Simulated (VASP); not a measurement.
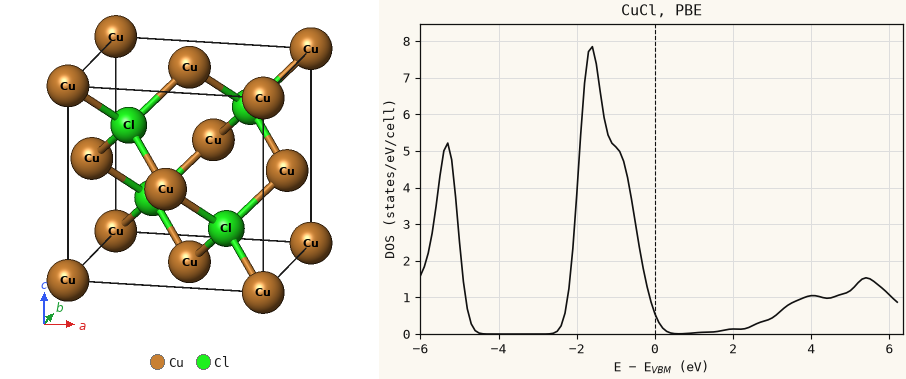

Density of states, beside the structure. Energies are counted from the top of the valence band. The DOS curve is built from the levels of the k mesh with Gaussians 0.55 eV wide, which also blur the band edges; ripples of that width can come from the mesh.

System: zincblende CuCl, space group F-43m, 2 atoms in the primitive cell; cubic a = 5.300 Å.

Method: PBE, VASP PAW PBE potentials, release 64 (Cu, Cl), no spin polarisation, no spin-orbit coupling, 10×10×10 k mesh, 520 eV cutoff (VASP 6.6.1).

**Is there a gap at the Fermi level, and how wide?**

There is a gap; over the k points computed it is 0.67 eV (direct to within 0.02 eV).

**Where is the tallest peak of the filled states in the window?**

Within the window shown, the tallest peak of the filled states lies 1.6 eV under the valence-band top, at about 7.8 states per eV and cell.

LDA, GGA and most meta-GGA functionals understate gaps. The cell is at 4 GPa in this functional. The cell was derived from a database entry in an earlier step, so it needn't be the measured one.
